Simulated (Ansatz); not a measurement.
# Dielectric response of SiC (10-10) films, part 2 of 6

How well do thin wurtzite SiC (10-10) films screen a perpendicular field?

Ansatz 0.2.0; plane-wave DFT, PBE, Ansatz PAW (the session's first sound run).

So far. Step 2 (Relaxation, 12 atoms, units 3): The gap is 1.42 eV, with the valence edge 5.42 eV and the conduction edge 4.00 eV under the upper vacuum level.

### 3. Single point on the relaxed film, 12 atoms, units 3

The film was relaxed beforehand; a single point on the relaxed positions gives its levels and potential.

Contents of input.yaml:

```yaml
crystal:
  lattice:
    - [3.08, 0.0, 0.0]
    - [0.0, 5.05, 0.0]
    - [0.0, 0.0, 24.2238359019]
  atoms:
    - { symbol: Si, position: [0.0, 0.0233815648, 0.3814792391] }
    - { symbol: C, position: [0.0, 0.3653669837, 0.3741895401] }
    - { symbol: Si, position: [0.5, 0.4913093026, 0.4045410392] }
    - { symbol: C, position: [0.5, 0.8650714966, 0.4062395562] }
    - { symbol: Si, position: [0.5, 0.0025679092, 0.4827342851] }
    - { symbol: C, position: [0.5, 0.3773029077, 0.4817808676] }
    - { symbol: Si, position: [0.0, 0.5025678776, 0.5172657361] }
    - { symbol: C, position: [0.0, 0.8773028867, 0.5182191092] }
    - { symbol: Si, position: [0.0, -0.0086907092, 0.5954589769] }
    - { symbol: C, position: [0.0, 0.3650714503, 0.593760413] }
    - { symbol: Si, position: [0.5, 0.5233814252, 0.6185207885] }
    - { symbol: C, position: [0.5, 0.8653669049, 0.625810449] }
kpoints:
  mp_grid: { grid: [8, 6, 1] }
hamiltonian:
  xc: pbe
scf:
  occupations: { method: fixed }
  convergence: { dr2_threshold: 1.0e-09 }
efield:
  axis: 3
  dipole_correction: true
  ramp_position: 0.97
  ramp_width: 0.06
output:
  eigenvalues: true
  write_potential: true
  write_density: true
  volumetric_format: npy
```

Launch:

```
ansatz run input.yaml --threads 4 --pin off --max-ram 16384MiB --backend cpu --events-out ev --progress --plain --runs-dir out
```

Numbers of over 12 decimals in the logs are rounded to 6 here.

What it wrote:

```text
[...]
Crystal: 12 atoms, lattice volume = 376.778 Å³
Basis set: ecut = 420 eV, 7343 PW (Γ)
Bands: 36, of which v1, the nominal top of the filled ones, is band 24 counted from 1 (23 counted from 0)
Symmetry: 2 space group operations
k-points: 20 of 48 (time reversal used)
[...]
SCF iter   1: F=—  HF=-5318.340954 eV  |F-HF|=—  |Δ(HF+E_count)|=         —  Δρ=2.95e-3  dr2=3.47e-2  ethr=1.77e-3  p=0.000 e·Å  D=1.72e-7 V/Å  ΔV_dip=-0.00 eV  dr2_dipole=1.92e-8  V_vac-E_F(+/−)=5.27/5.27 eV  ⟨swp⟩=5.0  Hψ=3475  notcnv=0  defer=199
[...]
SCF iter   2: F=—  HF=-5318.336651 eV  |F-HF|=—  |Δ(HF+E_count)|=   4.30e-3  Δρ=1.36e-3  dr2=7.25e-3  ethr=7.22e-5  p=0.000 e·Å  D=2.89e-5 V/Å  ΔV_dip=-0.00 eV  dr2_dipole=4.11e-8  V_vac-E_F(+/−)=5.38/5.38 eV  ⟨swp⟩=2.7  Hψ=1330  notcnv=0  defer=200
density mixer auto → msr1: gapped (density of states about μ 0.09 of a free-electron gas's, 36 screened modes)
SCF iter   3: F=—  HF=-5318.337203 eV  |F-HF|=—  |Δ(HF+E_count)|=   5.53e-4  Δρ=6.32e-4  dr2=1.48e-3  ethr=1.51e-5  p=-0.000 e·Å  D=-1.73e-5 V/Å  ΔV_dip=0.00 eV  dr2_dipole=1.77e-8  V_vac-E_F(+/−)=5.38/5.38 eV  ⟨swp⟩=2.6  Hψ=1033  notcnv=0  defer=200
[...]
SCF iter  11: F=-5318.337692 eV  HF=-5318.337692 eV  |F-HF|=8.64e-11  |Δ(HF+E_count)|=  6.68e-10  Δρ=1.17e-7  dr2=6.12e-11  ethr=2.08e-12  p=0.000 e·Å  D=1.89e-7 V/Å  ΔV_dip=-0.00 eV  dr2_dipole=3.75e-12  V_vac-E_F(+/−)=5.42/5.42 eV  ⟨swp⟩=19.1  Hψ=4516  notcnv=0
SCF 1 converged in 11 iterations: F = -5318.337692 eV  dr2 = 6.12e-11
[...]
SCF converged after 11 iterations
Free energy (F): -5318.337692 eV
[...]
Internal energy: -5318.337692 eV  (E = F + TS)
E sigma→0 (E₀):  -5318.337692 eV
Fermi energy:    -0.415842 eV
Dipole field:    D = 0.000002 V/Å  (p = 0.000004 e·Å, saw-weighted, corrected)
Work function:   Φ+ = 5.4176 eV   Φ− = 5.4176 eV
[...]
--- Band table (eV; the first three rows and the last of 20) ---
  k-point 0: bands = [... 20 lower, -1.1975, -1.1425, -0.7961, -0.4379, 1.9867, 2.1767, 2.6755, 3.3428, ... 8 higher]
  k-point 1: bands = [... 20 lower, -1.5550, -1.2378, -0.9297, -0.5742, 1.9685, 2.2229, 2.5826, 3.0843, ... 8 higher]
  k-point 2: bands = [... 20 lower, -1.8163, -1.3278, -1.2621, -0.7578, 1.8250, 2.0460, 2.7875, 2.9576, ... 8 higher]
  k-point 19: bands = [... 20 lower, -2.5850, -2.5850, -0.8692, -0.8692, 1.0001, 1.0001, 3.2382, 3.2382, ... 8 higher]
```

It took 11 s on 4 threads of Arm Neoverse V1, shared host; peak memory 0.8 GiB; 40 s of CPU time.

Reading the cycles: dr2 is the Hartree energy of the density residual (eV), the measure of convergence; HF is the Harris–Foulkes estimate of the energy, which meets the free energy F at convergence.

This step gave:

```
dipole along the normal : 4.35e-6 e·Å
```

Running mean over 2.667 Å of the planar mean; the ramp of the sawtooth is left out. The electron's electrostatic potential energy less the highest filled level by z:

```csv
z (Å),electron's electrostatic potential energy less the highest filled level (eV)
3,5.42
4,5.42
5,5.42
6,5.38
7,4.90
8,0.132
9,-6.57
10,-8.23
11,-8.03
12,-7.83
13,-7.83
14,-8.45
15,-7.18
16,-1.64
17,4.46
18,5.36
19,5.41
20,5.42
21,5.42
```

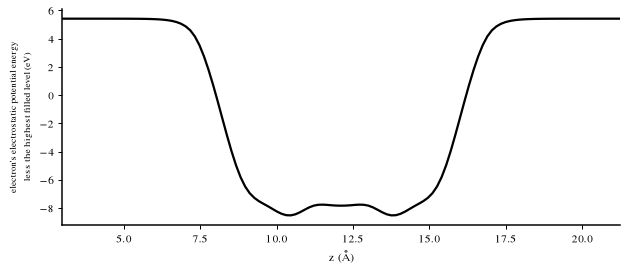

Electron's electrostatic potential energy less the highest filled level against z.

The gap is 1.42 eV, with the valence edge 5.42 eV and the conduction edge 4.00 eV under the upper vacuum level.

### 4. Single point, 12 atoms, units 3, field 0.05 V/Å

A sawtooth potential applies the field, turning back in the middle of the vacuum. With the dipole correction the typed value is the field outside the slab. The induced dipole is small, so the SCF threshold is tight.

input.yaml, as its differences from that of step 3:

```diff
@@ -24,3 +24,3 @@
   occupations: { method: fixed }
-  convergence: { dr2_threshold: 1.0e-09 }
+  convergence: { dr2_threshold: 1.0e-10 }
 efield:
@@ -30,4 +30,4 @@
   ramp_width: 0.06
+  amplitude: 0.05
 output:
-  eigenvalues: true
   write_potential: true
```

What it wrote:

```text
[...]
Crystal: 12 atoms, lattice volume = 376.778 Å³
Basis set: ecut = 420 eV, 7343 PW (Γ)
Bands: 36, of which v1, the nominal top of the filled ones, is band 24 counted from 1 (23 counted from 0)
Symmetry: 2 space group operations
k-points: 20 of 48 (time reversal used)
[...]
SCF iter   1: F=—  HF=-5331.464785 eV  |F-HF|=—  |Δ(HF+E_count)|=         —  Δρ=9.27e-2  dr2=4.46e1  ethr=3.10e-3  p=0.036 e·Å  D=1.75e-2 V/Å  ΔV_dip=-0.42 eV  dr2_dipole=2.15e-4  V_vac-E_F(+/−)=10.39/9.71 eV  ⟨swp⟩=5.7  Hψ=3763  notcnv=0  defer=187
[...]
SCF iter  14: F=-5318.338533 eV  HF=-5318.338533 eV  |F-HF|=1.18e-11  |Δ(HF+E_count)|=  2.53e-10  Δρ=1.25e-7  dr2=3.51e-11  ethr=1.00e-12  p=0.034 e·Å  D=1.62e-2 V/Å  ΔV_dip=-0.39 eV  dr2_dipole=4.23e-14  V_vac-E_F(+/−)=5.76/5.04 eV  ⟨swp⟩=21.1  Hψ=5326  notcnv=0
SCF 1 converged in 14 iterations: F = -5318.338533 eV  dr2 = 3.51e-11
[...]
SCF converged after 14 iterations
[...]
Free energy (F): -5318.338533 eV
[...]
Internal energy: -5318.338533 eV  (E = F + TS)
E sigma→0 (E₀):  -5318.338533 eV
Fermi energy:    -0.415661 eV
Dipole field:    D = 0.016154 V/Å  (p = 0.033636 e·Å, saw-weighted, corrected)
Work function:   not extracted (applied field tilts the vacuum); planar V_es + V_field profile in the machine report
[...]
--- Band table (eV; the first three rows and the last of 20) ---
  k-point 0: bands = [... 20 lower, -1.1976, -1.1429, -0.7962, -0.4378, 1.9848, 2.1778, 2.6755, 3.3425, ... 8 higher]
  k-point 1: bands = [... 20 lower, -1.5550, -1.2382, -0.9297, -0.5741, 1.9666, 2.2242, 2.5826, 3.0841, ... 8 higher]
  k-point 2: bands = [... 20 lower, -1.8165, -1.3283, -1.2621, -0.7576, 1.8225, 2.0480, 2.7872, 2.9574, ... 8 higher]
  k-point 19: bands = [... 20 lower, -2.5854, -2.5847, -0.8852, -0.8534, 0.9845, 1.0155, 3.2340, 3.2417, ... 8 higher]
```

The job ended after 12 s (4 threads; peak memory 0.78 GiB; 46 s of CPU time).

Numbers from this step:

```
gap on the k-mesh       : 1.400 eV
dipole along the normal : 0.03364 e·Å
```

The dipole is 0.0336 e·Å, and the gap on the mesh 1.400 eV.

### 5. Atoms held, 12 atoms, units 3, field -0.05 V/Å

input.yaml, as its differences from that of step 4:

```diff
@@ -30,3 +30,3 @@
   ramp_width: 0.06
-  amplitude: 0.05
+  amplitude: -0.05
 output:
```

What it wrote:

```text
[...]
Crystal: 12 atoms, lattice volume = 376.778 Å³
Basis set: ecut = 420 eV, 7343 PW (Γ)
Bands: 36, of which v1, the nominal top of the filled ones, is band 24 counted from 1 (23 counted from 0)
Symmetry: 2 space group operations
k-points: 20 of 48 (time reversal used)
[...]
k-point 0: bands = [... 20 lower, -1.1976, -1.1429, -0.7962, -0.4378, 1.9848, 2.1778, 2.6755, 3.3425, ... 8 higher]
  k-point 1: bands = [... 20 lower, -1.5550, -1.2382, -0.9297, -0.5741, 1.9666, 2.2242, 2.5826, 3.0841, ... 8 higher]
  k-point 2: bands = [... 20 lower, -1.8165, -1.3283, -1.2621, -0.7576, 1.8225, 2.0480, 2.7872, 2.9574, ... 8 higher]
  k-point 19: bands = [... 20 lower, -2.5854, -2.5847, -0.8852, -0.8534, 0.9845, 1.0155, 3.2340, 3.2417, ... 8 higher]
[key lines of the parts left out:]
SCF converged after 14 iterations
Free energy (F): -5318.338533 eV
Fermi energy:    -0.415660 eV
Dipole field:    D = -0.016153 V/Å  (p = -0.033633 e·Å, saw-weighted, corrected)
```

It took 12 s on 4 threads; peak memory 0.78 GiB.

The dipole is -0.0336 e·Å, and the gap on the mesh 1.400 eV.

### 6. Response with the atoms held, 12 atoms, units 3

This step: plane-wave DFT, PBE, Ansatz PAW; response to a field along the normal, atoms held (Ansatz 0.2.0).

The two fields give this film's response with the atoms held: the electronic part.

This step gave:

```yaml
equivalent_conductor_thickness_p_eps_0ae: 7.826 Å
distance_between_the_outer_atoms: 6.095 Å
thickness: 8.002 Å
```

Local field over the applied field, running mean. From the potentials at -0.05 and 0.05 V/Å; running mean over 2.667 Å, taken twice. The local field over applied field by z:

```csv
z (Å),local field over applied field
5,0.986
6,0.925
7,0.758
8,0.496
9,0.252
10,0.125
11,0.0983
12,0.0989
13,0.0983
14,0.113
15,0.213
16,0.434
17,0.705
18,0.898
19,0.979
20,0.997
```

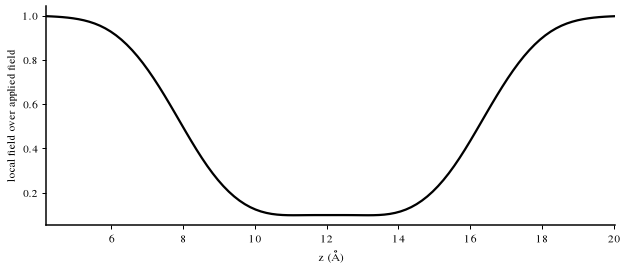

Local field over applied field, plotted against z.

The induced electron density oscillates, so the rows of the table below give means over windows of 2 Å about each position, cut where the curve ends. Its maxima inside the range that stand out by 2 % of the span (Å: e/Å³ per V/Å): 8.1: 0.00338, 11.7: 0.00125, 14.4: 9.5e-4. Its minima: 9.9: -9.5e-4, 12.6: -0.00125, 16.1: -0.00338.

Electrons, planar mean, per unit field. The induced electron density by z; means over each step:

```csv
z (Å),induced electron density (e/Å³ per V/Å)
6,2.9e-4
8,0.00228
10,-2.2e-4
12,1.6e-5
14,3.0e-4
16,-0.00224
18,-4.2e-4
20,-1.5e-5
```

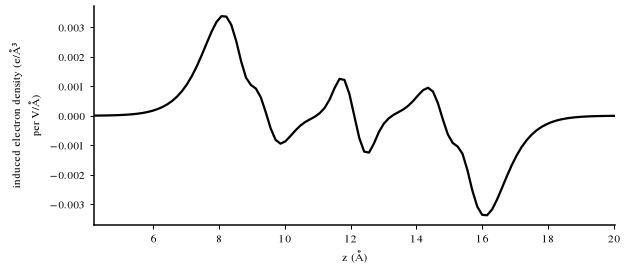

Induced electron density, plotted against z.

By hand: between -0.05 and 0.05 V/Å the dipole changes by 0.06727 e·Å, a slope of 0.6727 e·Å²/V. A perfect conductor of thickness t has p = ε₀AEt, so t = 180.95 × 0.6727 / 15.554 = 7.83 Å (e/ε₀ = 180.95 V·Å, A in Å²).

The induced dipole is that of a conductor 7.83 Å thick.

### 7. Relaxing in the field, 12 atoms, field 0.05 V/Å

This step: plane-wave DFT, PBE, Ansatz PAW (Ansatz 0.2.0).

Now the atoms may follow the field. A weak field makes forces of meV/Å to tens of meV/Å, so the force tolerance is set well below the usual one.

input.yaml, as its differences from that of step 5:

```diff
@@ -30,3 +30,6 @@
   ramp_width: 0.06
-  amplitude: -0.05
+  amplitude: 0.05
+relax:
+  f_tol: 0.0006
+  max_steps: 70
 output:
```

What it wrote:

```text
[...]
Crystal: 12 atoms, lattice volume = 376.778 Å³
Basis set: ecut = 420 eV, 7343 PW (Γ), exchange–correlation on 48×72×324 points (8 copies of the dense FFT grid, shifted against one another)
Bands: 36, of which v1, the nominal top of the filled ones, is band 24 counted from 1 (23 counted from 0)
Symmetry: 2 space group operations
k-points: 20 of 48 (time reversal used)
[...]
SCF iter   1: F=—  HF=-5331.465564 eV  |F-HF|=—  |Δ(HF+E_count)|=         —  Δρ=9.27e-2  dr2=4.46e1  ethr=3.10e-3  p=0.036 e·Å  D=1.75e-2 V/Å  ΔV_dip=-0.42 eV  dr2_dipole=2.14e-4  V_vac-E_F(+/−)=10.39/9.71 eV  ⟨swp⟩=5.7  Hψ=3740  notcnv=0  defer=187
[...]
SCF iter  14: F=-5318.338706 eV  HF=-5318.338706 eV  |F-HF|=3.27e-11  |Δ(HF+E_count)|=  2.74e-10  Δρ=1.26e-7  dr2=3.55e-11  ethr=1.00e-12  p=0.034 e·Å  D=1.62e-2 V/Å  ΔV_dip=-0.39 eV  dr2_dipole=4.63e-14  V_vac-E_F(+/−)=5.76/5.04 eV  ⟨swp⟩=8.2  Hψ=3996  notcnv=0
SCF 1 converged in 14 iterations: F = -5318.338706 eV  dr2 = 3.55e-11
[...]
relax step   1: F+E_penalty+E_count = -5318.33870636 eV  Δ(F+E_penalty+E_count) = +0.000e0 eV  max|allowed force component| = 1.822e-2 eV/Å  Δτ_max = 0.0000 Å  (14 SCF iters, accepted)
[...]
SCF iter   7: F=-5318.338733 eV  HF=-5318.338733 eV  |F-HF|=5.82e-11  |Δ(HF+E_count)|=  1.07e-10  Δρ=1.22e-7  dr2=4.64e-11  ethr=1.00e-12  p=0.034 e·Å  D=1.65e-2 V/Å  ΔV_dip=-0.40 eV  dr2_dipole=2.95e-12  V_vac-E_F(+/−)=5.76/5.05 eV  ⟨swp⟩=8.1  Hψ=4015  notcnv=0
SCF 2 converged in 7 iterations: F = -5318.338733 eV  dr2 = 4.64e-11
relax step   2: F+E_penalty+E_count = -5318.33873318 eV  Δ(F+E_penalty+E_count) = -2.682e-5 eV  max|allowed force component| = 9.165e-3 eV/Å  Δτ_max = 0.0008 Å  (7 SCF iters, accepted)
SCF iter   1: F=—  HF=-5318.338616 eV  |F-HF|=—  |Δ(HF+E_count)|=         —  Δρ=5.97e-5  dr2=2.29e-5  ethr=4.11e-7  p=0.034 e·Å  D=1.65e-2 V/Å  ΔV_dip=-0.40 eV  dr2_dipole=6.43e-6  V_vac-E_F(+/−)=5.76/5.05 eV  ⟨swp⟩=2.9  Hψ=1518  notcnv=0  defer=200
[...]
SCF iter   7: F=-5318.338742 eV  HF=-5318.338742 eV  |F-HF|=4.73e-11  |Δ(HF+E_count)|=  2.59e-10  Δρ=1.58e-7  dr2=7.30e-11  ethr=1.00e-12  p=0.035 e·Å  D=1.68e-2 V/Å  ΔV_dip=-0.41 eV  dr2_dipole=1.08e-13  V_vac-E_F(+/−)=5.75/5.05 eV  ⟨swp⟩=6.7  Hψ=4395  notcnv=0
SCF 3 converged in 7 iterations: F = -5318.338742 eV  dr2 = 7.30e-11
relax step   3: F+E_penalty+E_count = -5318.33874175 eV  Δ(F+E_penalty+E_count) = -8.566e-6 eV  max|allowed force component| = 1.178e-3 eV/Å  Δτ_max = 0.0007 Å  (7 SCF iters, accepted)
SCF iter   1: F=—  HF=-5318.338615 eV  |F-HF|=—  |Δ(HF+E_count)|=         —  Δρ=1.82e-5  dr2=1.33e-6  ethr=4.99e-8  p=0.035 e·Å  D=1.68e-2 V/Å  ΔV_dip=-0.41 eV  dr2_dipole=9.89e-9  V_vac-E_F(+/−)=5.75/5.05 eV  ⟨swp⟩=2.5  Hψ=1467  notcnv=0  defer=174
[...]
SCF iter   6: F=-5318.338742 eV  HF=-5318.338742 eV  |F-HF|=3.73e-11  |Δ(HF+E_count)|=  4.82e-11  Δρ=1.43e-7  dr2=7.00e-11  ethr=1.00e-12  p=0.035 e·Å  D=1.68e-2 V/Å  ΔV_dip=-0.41 eV  dr2_dipole=7.51e-12  V_vac-E_F(+/−)=5.75/5.05 eV  ⟨swp⟩=6.6  Hψ=4175  notcnv=0
SCF 4 converged in 6 iterations: F = -5318.338742 eV  dr2 = 7.00e-11
relax step   4: F+E_penalty+E_count = -5318.33874205 eV  Δ(F+E_penalty+E_count) = -3.063e-7 eV  max|allowed force component| = 3.413e-4 eV/Å  Δτ_max = 0.0002 Å  (6 SCF iters, accepted)
NSCF: frozen V_eff on 20 k-points
[...]
SCF converged after 6 iterations
[...]
Free energy (F): -5318.338742 eV
[...]
Internal energy: -5318.338742 eV  (E = F + TS)
E sigma→0 (E₀):  -5318.338742 eV
Fermi energy:    -0.416011 eV
Dipole field:    D = 0.016829 V/Å  (p = 0.035042 e·Å, saw-weighted, corrected)
Work function:   not extracted (applied field tilts the vacuum); planar V_es + V_field profile in the machine report
[...]
--- Forces (eV/Å), atoms counted from 1 ---
  atom   1  Si     0.00000000     0.00004246    -0.00015673
  atom   2  C      0.00000000    -0.00011874     0.00002813
  atom   3  Si     0.00000000    -0.00003879    -0.00034097
  atom   4  C      0.00000000     0.00000474     0.00004288
  atom   5  Si     0.00000000    -0.00023860    -0.00000626
  atom   6  C      0.00000000    -0.00002225     0.00024347
  atom   7  Si     0.00000000     0.00024957     0.00024958
  atom   8  C      0.00000000     0.00011505     0.00010917
  atom   9  Si     0.00000000    -0.00001831    -0.00011623
  atom  10  C      0.00000000     0.00001207    -0.00001000
  atom  11  Si     0.00000000    -0.00000831    -0.00008678
  atom  12  C      0.00000000     0.00002637     0.00004743
  max |Σ_I F_I| component: 5.27e-6 eV/Å
--- Band table (eV; the first three rows and the last of 20) ---
  k-point 0: bands = [... 20 lower, -1.1982, -1.1429, -0.7964, -0.4381, 1.9863, 2.1768, 2.6753, 3.3418, ... 8 higher]
  k-point 1: bands = [... 20 lower, -1.5548, -1.2382, -0.9300, -0.5743, 1.9682, 2.2233, 2.5822, 3.0833, ... 8 higher]
  k-point 2: bands = [... 20 lower, -1.8161, -1.3282, -1.2624, -0.7578, 1.8245, 2.0470, 2.7867, 2.9568, ... 8 higher]
  k-point 19: bands = [... 20 lower, -2.5869, -2.5847, -0.8804, -0.8583, 0.9920, 1.0081, 3.2341, 3.2410, ... 8 higher]
--- Relaxed structure (4 steps of the walk, 4 accepted, 0 SCFs on fresh bases) ---
  F+E_penalty+E_count = -5318.33874205 eV   max|allowed force component| = 3.413e-4 eV/Å
  atoms:
    - { symbol: Si, position: [0.0, 0.023462, 0.381517] }
    - { symbol: C, position: [0.0, 0.365440, 0.374149] }
    - { symbol: Si, position: [0.5, 0.491330, 0.404556] }
    - { symbol: C, position: [0.5, 0.865087, 0.406230] }
    - { symbol: Si, position: [0.5, 0.0025857, 0.482754] }
    - { symbol: C, position: [0.5, 0.377314, 0.481768] }
    - { symbol: Si, position: [0.0, 0.502556, 0.517286] }
    - { symbol: C, position: [0.0, 0.877292, 0.518206] }
    - { symbol: Si, position: [0.0, -0.00869271, 0.595463] }
    - { symbol: C, position: [0.0, 0.365040, 0.593755] }
    - { symbol: Si, position: [0.5, 0.523306, 0.618550] }
    - { symbol: C, position: [0.5, 0.865280, 0.625765] }
```

The job ended after 26 s (4 threads; peak memory 0.74 GiB).

Hardly anything moved in the relaxation; the energy changed by under 0.2 meV an atom.

Numbers from this step:

| Property | Result |
| --- | --- |
| gap on the k-mesh | 1.408 eV |
| dipole along the normal | 0.03504 e·Å |

The relaxation took 4 steps and lowered the energy by 3.6e-5 eV; the largest force on the free atoms ends at 3.4e-4 eV/Å.

The dipole is 0.0350 e·Å, and the gap on the mesh 1.408 eV.

### 8. Relaxing in the field, 12 atoms, field -0.05 V/Å

The opposite sign, again from the field-free geometry; the difference of the two cancels what relaxes without a field.

input.yaml, as its differences from that of step 7:

```diff
@@ -30,3 +30,3 @@
   ramp_width: 0.06
-  amplitude: 0.05
+  amplitude: -0.05
 relax:
```

What it wrote:

```text
[...]
Crystal: 12 atoms, lattice volume = 376.778 Å³
Basis set: ecut = 420 eV, 7343 PW (Γ), exchange–correlation on 48×72×324 points (8 copies of the dense FFT grid, shifted against one another)
Bands: 36, of which v1, the nominal top of the filled ones, is band 24 counted from 1 (23 counted from 0)
Symmetry: 2 space group operations
k-points: 20 of 48 (time reversal used)
[...]
- { symbol: Si, position: [0.5, 0.0025565, 0.482714] }
    - { symbol: C, position: [0.5, 0.377292, 0.481794] }
    - { symbol: Si, position: [0.0, 0.502586, 0.517246] }
    - { symbol: C, position: [0.0, 0.877314, 0.518232] }
    - { symbol: Si, position: [0.0, -0.00866961, 0.595444] }
    - { symbol: C, position: [0.0, 0.365087, 0.593770] }
    - { symbol: Si, position: [0.5, 0.523462, 0.618483] }
    - { symbol: C, position: [0.5, 0.865440, 0.625851] }
[key lines of the parts left out:]
SCF converged after 6 iterations
Free energy (F): -5318.338742 eV
Fermi energy:    -0.416011 eV
Dipole field:    D = -0.016829 V/Å  (p = -0.035042 e·Å, saw-weighted, corrected)
```

It took 25 s on 4 threads; peak memory 0.73 GiB; 99 s of CPU time.

Hardly anything moved in the relaxation; the energy changed by under 0.2 meV an atom.

The relaxation took 4 steps and lowered the energy by 3.6e-5 eV; the largest force on the free atoms ends at 3.4e-4 eV/Å.

The dipole is -0.0350 e·Å, and the gap on the mesh 1.408 eV.

### 9. Response with the atoms relaxed, 12 atoms, units 3

This step: plane-wave DFT, PBE, Ansatz PAW; response to a field along the normal, atoms relaxed (Ansatz 0.2.0).

The two relaxed runs give the static response.

Numbers from this step:

```
equivalent conductor thickness p/(ε₀AE) : 8.153 Å
```

Local field over the applied field, running mean. From the potentials at -0.05 and 0.05 V/Å; running mean over 2.667 Å, taken twice. Local field over applied field against z:

```csv
z (Å),local field over applied field
6,0.926
8,0.472
10,0.0800
12,0.0660
14,0.0723
16,0.406
18,0.899
20,0.997
```

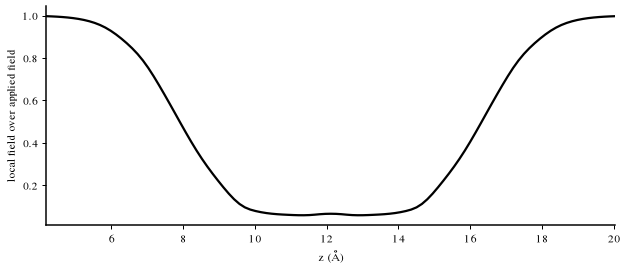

Local field over applied field against z.

The induced dipole is that of a conductor 8.15 Å thick.

[end of part 2 of 6]

[Logs are printed without paths, hosts, clocks, repeated set-up lines and the standing remarks that a program may print on its own settings, such as how far it seeks lower states.]

[Hosts, paths, dates, database ids (printed as entryN), source tags and the programs' standing remarks are cut or masked in the printed files.]

[Maps of the electrostatic potential energy from Ansatz leave out the sawtooth potential of an applied field or a dipole correction, so their vacuum need not be flat; planar profiles and work functions include it.]
